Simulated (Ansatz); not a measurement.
System: Na, space group I4/mmm (No. 139).

Starting cell:
```
Na
1.0
    -1.86330    1.86330    2.61180
     1.86330   -1.86330    2.61180
     1.86330    1.86330   -2.61180
Na
1
Cartesian
  0.0000 0.0000 0.0000
```

Computed with Ansatz 0.2.0: volume, enthalpy and cell of a crystal along a series of hydrostatic pressures at zero temperature, keeping its symmetry; changes are against the given cell; the k mesh follows the cell and the gap; plane waves with PAW datasets, Γ-centred k mesh; energies extrapolated to zero smearing. Level: PBEsol, no spin polarisation.

wave cutoff 420 eV; occupations Gaussian; k mesh at zero pressure 16×16×16; smearing width at zero pressure 0.1 eV.

The change of b equals the change of a; the change of c equals the change of a.

Describe the result: the volume change, change of a and enthalpy change against applied pressure. The applied pressure takes the values 0, 2, 5, 10, 20, 40 GPa.

The volume change falls from 0.00 % at applied pressure 0 GPa to −59.86 % at 40 GPa. The change of a falls from 0.00 % at applied pressure 0 GPa to −26.22 % at 40 GPa. The enthalpy change rises from 0.00 eV/atom at applied pressure 0 GPa to 4.92 eV/atom at 40 GPa. The solid is metallic at every point.

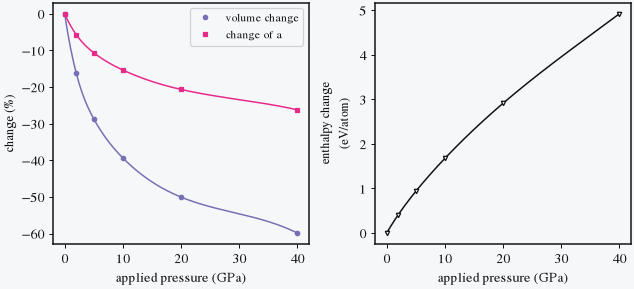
